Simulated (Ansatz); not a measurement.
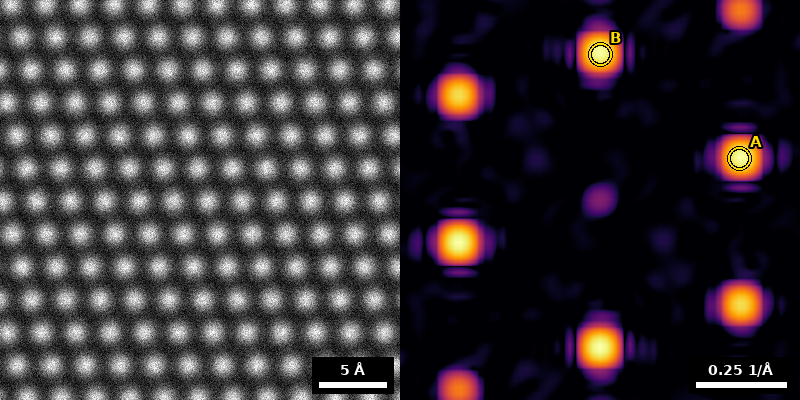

Integrated-DPC-like image of Ge (I4/mmm, No. 139) along [111]. Simulated as the projected potential of neutral atoms (B = 0.5 Å²) blurred by a 1.03 Å probe, the thin-sample limit of integrated differential phase contrast. The display is stretched by a gamma of 0.8; percentages refer to the linear signal. Shot noise was added. Structure used: the geometry relaxed with DFT PBE, scalar-relativistic, plane waves, PAW in Ansatz; the starting structure was generated, so it need not be a known form of this composition.

The right panel is the modulus of the image's Fourier transform on a logarithmic scale.

a = 2.918 Å, b = 2.918 Å, c = 4.582 Å, α = 90.00°, β = 90.00°, γ = 90.00°

Index the marked spots and give their plane spacings (the zone axis points at the viewer; indices equivalent by symmetry, or all signs reversed, are as good).

A: (1 0 -1), d = 2.46 Å; B: (0 1 -1), d = 2.46 Å. A and B enclose 73°, and every spot obeys the zone law hu + kv + lw = 0 for [111].
